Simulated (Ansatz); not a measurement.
**AlN: density, localisation and related maps**

The calculation's input:

```
crystal:
  lattice:
    - [3.1532653187, 0.0, 0.0]
    - [-1.5766326593, 2.6500943377, 0.0]
    - [0.0, 0.0, 4.9784048354]
  atoms:
    - { symbol: Al, position: [0.3333333333, 0.6666666667, 0.0016929024] }
    - { symbol: Al, position: [0.6666666667, 0.3333333333, 0.5016929024] }
    - { symbol: "N", position: [0.3333333333, 0.6666666667, 0.3833070976] }
    - { symbol: "N", position: [0.6666666667, 0.3333333333, 0.8833070976] }
basis:
  ecutwfc: 500
kpoints:
  mp_grid: { grid: [12, 12, 6] }
hamiltonian:
  xc: r2scan
scf:
  occupations: { method: gaussian, width: 0.05 }
output:
  forces: true
  stress: true
  eigenvalues: true
  write_density: true
  write_potential: true
  elf: true
  volumetric_format: npy
```

Launched as:

```sh
ansatz run input.yaml --threads 1 --pin off --max-ram 2560MiB --backend cpu --events-out ev --progress --plain --runs-dir out
```

Below, planes, directions and counts refer to the conventional cell (a = 3.15 Å, b = 5.30 Å, c = 4.98 Å, α = 90.00°, β = 90.00°, γ = 90.00°).

Space group Cmc2₁; changed on purpose from its base cell (strain +0.0150 x Voigt [1, -1, 0, 0, 0, 0], atoms carried along); not relaxed (largest force 0.3 eV/Å).

The calculation used DFT r2SCAN, scalar-relativistic, plane waves, PAW in Ansatz.

The density is the valence pseudo-density of a PAW calculation; it isn't the true density close to the nuclei.

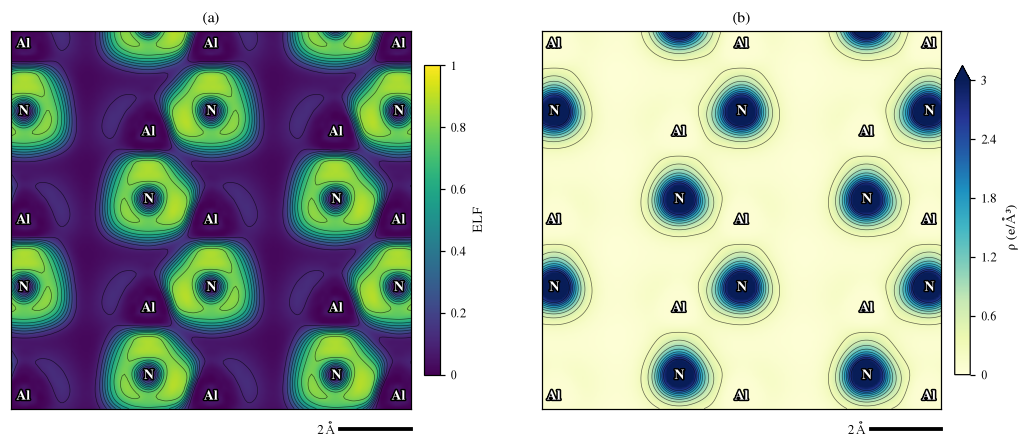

Figure 1. (a) electron localisation function; (b) valence pseudo-density on the (100) plane of the conventional cell.

### What do the fields say about this system?

Atoms in the plane: Al and N.
Al–N (1.86 Å): ρ is about 0.72 e/Å³ halfway; the ELF peaks at about 0.90 in the valence shell of N, 0.8 Å from its nucleus, and is about 0.85 at the midpoint.
Between the atoms the lowest density in this plane is 0.04 e/Å³.

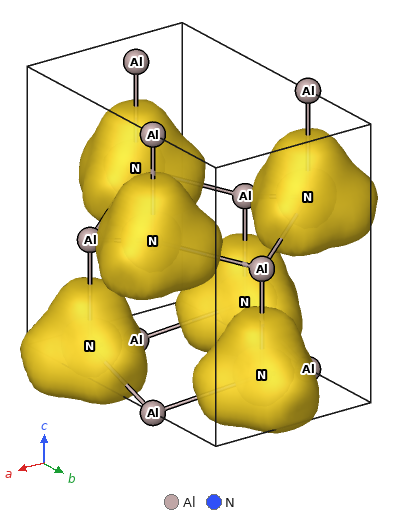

Figure 2. Isosurface of the electron localisation function at 0.75 (yellow), seen at an oblique angle. Core shells and regions of very low density are left out. Sticks mark near contacts.

### Identify the bonds, lone pairs and shells in this picture.

The ELF exceeds this value in four regions on N in which the atom's valence shell and bonds are merged, counted in one cell of 8 atoms. Any copies at cell faces, edges or corners count once.

### Does the calculation make it a metal, or give it a gap?

It is gapped, with a Kohn–Sham gap of 4.9 eV on the k-point mesh (the band edges may lie off the mesh, which would make the gap smaller).
